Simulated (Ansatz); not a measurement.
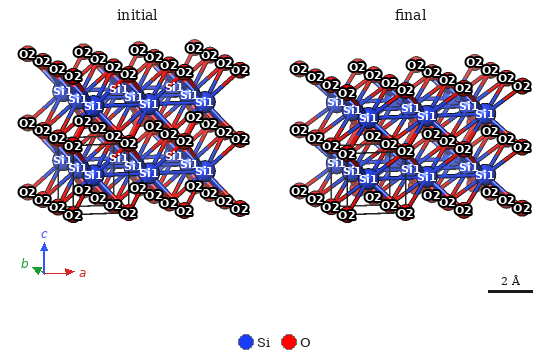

The structure of solid SiO (a generated structure, set up in P4/mmm) (coarse preliminary run) before (left) and after (right) a relaxation, at one scale.

Style: ball-and-stick. Shown: the cell of the calculation, repeated 3 × 3 × 2 with one cell outlined, slightly off an axis.

Computed with Ansatz 0.2.0, DFT PBE, scalar-relativistic, plane waves, PAW. (plane-wave cutoff 420 eV; k-point mesh 6 × 6 × 6; occupations gaussian; smearing width 0.1 eV; no spin polarisation; cell and atoms relaxed; force threshold 0.04 eV/Å; at most 70 steps)

Describe what moved and what it gained.

Answer. The atoms keep their places relative to the cell (all moves are under 0.005 Å). The drawn cell changes as follows: a = b 2.668 → 2.799 Å (+4.9 %), c 3.229 → 2.850 Å (−11.7 %); the volume changes by −2.8 %. Some distances before and after: Si1–Si1 3.229 → 2.850 Å, Si1–Si1 (another image) 2.668 → 2.799 Å, Si1–O2 2.483 → 2.439 Å. The space group stays P4/mmm (No. 123). The energy falls by 85.0 meV per atom in 6 accepted moves (8 points after the start). All forces vanish by symmetry, so only the cell relaxes. Pressure: −7.52 GPa at the start and −0.02 GPa at the end. The SCF was repeated twice at an unchanged geometry on a basis and grid sized afresh for the cell, which shifted the energy by 1.8 meV per atom at most. The run took 11 s on 1 thread of Intel(R) Xeon(R) Platinum 8259CL CPU @ 2.50GHz (Skylake/Cascade Lake), with other jobs on the host, peak memory 0.33 GiB.

Limits of the set-up: the k-point mesh is coarse for a cell with partly filled bands.
